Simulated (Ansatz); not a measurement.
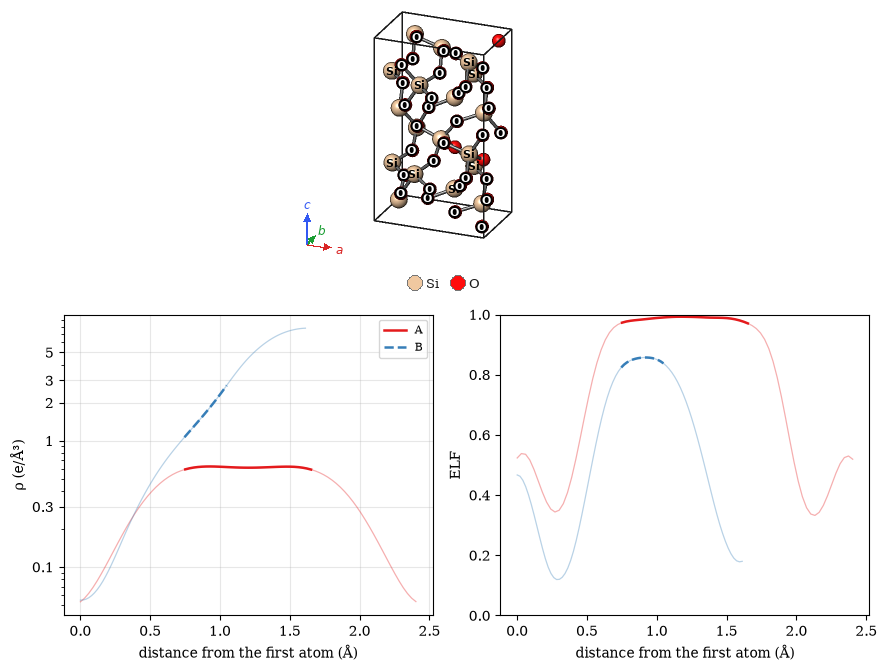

Si18O35 (cell with a defect). Valence electron density and electron localisation function along straight lines between neighbouring atoms. Thin, pale parts lie inside the atomic spheres. The structure is drawn too.

Computed pressure about 6 GPa in this cell.

The calculation used DFT, PBE, plane-wave PAW, default files, scalar-relativistic, frozen cores in Ansatz 0.2.0.

Core electrons are frozen (PAW), and the valence fields are smoothed inside the atomic spheres.

The calculation's input:

```
crystal:
  lattice:
    - [7.1625, 4.1352713031, 0.0]
    - [-7.1625, 4.1352713031, 0.0]
    - [0.0, 0.0, 10.6092]
  atoms:
    - { symbol: Si, position: [0.1523333333, 0.8476666667, 0.4166666666] }
    - { symbol: Si, position: [0.1523333333, 0.8476666667, 0.9166666666] }
    - { symbol: Si, position: [0.4856666667, 0.5143333333, 0.4166666666] }
    - { symbol: Si, position: [0.4856666667, 0.5143333333, 0.9166666666] }
    - { symbol: Si, position: [0.819, 0.181, 0.4166666666] }
    - { symbol: Si, position: [0.819, 0.181, 0.9166666666] }
    - { symbol: Si, position: [0.1523333333, 0.3046666667, 0.0833333334] }
    - { symbol: Si, position: [0.1523333333, 0.3046666667, 0.5833333334] }
    - { symbol: Si, position: [0.4856666667, 0.9713333333, 0.0833333334] }
    - { symbol: Si, position: [0.4856666667, 0.9713333333, 0.5833333334] }
    - { symbol: Si, position: [0.819, 0.638, 0.0833333334] }
    - { symbol: Si, position: [0.819, 0.638, 0.5833333334] }
    - { symbol: Si, position: [0.362, 0.181, 0.25] }
    - { symbol: Si, position: [0.362, 0.181, 0.75] }
    - { symbol: Si, position: [0.6953333333, 0.8476666667, 0.25] }
    - { symbol: Si, position: [0.6953333333, 0.8476666667, 0.75] }
    - { symbol: Si, position: [0.0286666667, 0.5143333333, 0.25] }
    - { symbol: Si, position: [0.0286666667, 0.5143333333, 0.75] }
    - { symbol: O, position: [0.2320333333, 0.0560666667, 0.86501675] }
    - { symbol: O, position: [0.5653666667, 0.7227333333, 0.36501675] }
    - { symbol: O, position: [0.5653666667, 0.7227333333, 0.86501675] }
    - { symbol: O, position: [0.8987, 0.3894, 0.36501675] }
    - { symbol: O, position: [0.8987, 0.3894, 0.86501675] }
    - { symbol: O, position: [0.2320333333, 0.1759666667, 0.13498325] }
    - { symbol: O, position: [0.2320333333, 0.1759666667, 0.63498325] }
    - { symbol: O, position: [0.5653666667, 0.8426333333, 0.13498325] }
    - { symbol: O, position: [0.5653666667, 0.8426333333, 0.63498325] }
    - { symbol: O, position: [0.8987, 0.5093, 0.13498325] }
    - { symbol: O, position: [0.8987, 0.5093, 0.63498325] }
    - { symbol: O, position: [0.2772666667, 0.8426333333, 0.0316834166] }
    - { symbol: O, position: [0.2772666667, 0.8426333333, 0.5316834166] }
    - { symbol: O, position: [0.6106, 0.5093, 0.0316834166] }
    - { symbol: O, position: [0.6106, 0.5093, 0.5316834166] }
    - { symbol: O, position: [0.9439333333, 0.1759666667, 0.0316834166] }
    - { symbol: O, position: [0.9439333333, 0.1759666667, 0.5316834166] }
    - { symbol: O, position: [0.4907, 0.3894, 0.3016499166] }
    - { symbol: O, position: [0.4907, 0.3894, 0.8016499166] }
    - { symbol: O, position: [0.8240333333, 0.0560666667, 0.3016499166] }
    - { symbol: O, position: [0.8240333333, 0.0560666667, 0.8016499166] }
    - { symbol: O, position: [0.1573666667, 0.7227333333, 0.3016499166] }
    - { symbol: O, position: [0.1573666667, 0.7227333333, 0.8016499166] }
    - { symbol: O, position: [0.4907, 0.1013, 0.1983500834] }
    - { symbol: O, position: [0.4907, 0.1013, 0.6983500834] }
    - { symbol: O, position: [0.8240333333, 0.7679666667, 0.1983500834] }
    - { symbol: O, position: [0.8240333333, 0.7679666667, 0.6983500834] }
    - { symbol: O, position: [0.1573666667, 0.4346333333, 0.1983500834] }
    - { symbol: O, position: [0.1573666667, 0.4346333333, 0.6983500834] }
    - { symbol: O, position: [0.2772666667, 0.4346333333, 0.4683165834] }
    - { symbol: O, position: [0.2772666667, 0.4346333333, 0.9683165834] }
    - { symbol: O, position: [0.6106, 0.1013, 0.4683165834] }
    - { symbol: O, position: [0.6106, 0.1013, 0.9683165834] }
    - { symbol: O, position: [0.9439333333, 0.7679666667, 0.4683165834] }
    - { symbol: O, position: [0.9439333333, 0.7679666667, 0.9683165834] }
kpoints:
  mp_grid: { grid: [3, 3, 2] }
scf:
  occupations: { method: fermi_dirac, width: 0.01 }
hamiltonian:
  xc: pbe
  pseudopotentials: { kind: paw, frozen_core: stored }
output:
  forces: true
  stress: true
  populations: true
  efg: { quadrupole_moments_barn: { O: -0.02558 } }
  write_density: true
  write_potential: true
  elf: true
  volumetric_format: npy
relax:
  f_tol: 0.02
  max_steps: 50
```

Launched as:

```sh
ansatz run input.yaml --threads 4 --pin off --max-ram 8192MiB --backend cpu --events-out ev --progress --plain --runs-dir out
```

The fields are those of the relaxed geometry.

### Which curve belongs to which contact (Si–O and Si–Si)? The first atom named is at distance zero.

Curve A: Si–Si (2.40 Å): ρ is about 0.61 e/Å³ halfway; the ELF peaks at about 1 between the atoms, as expected for a shared electron pair. Curve B: Si–O (1.61 Å): ρ at the midpoint is about 1.3 e/Å³; the ELF peaks at about 0.85 between the atoms (a shared but strongly polarised pair).
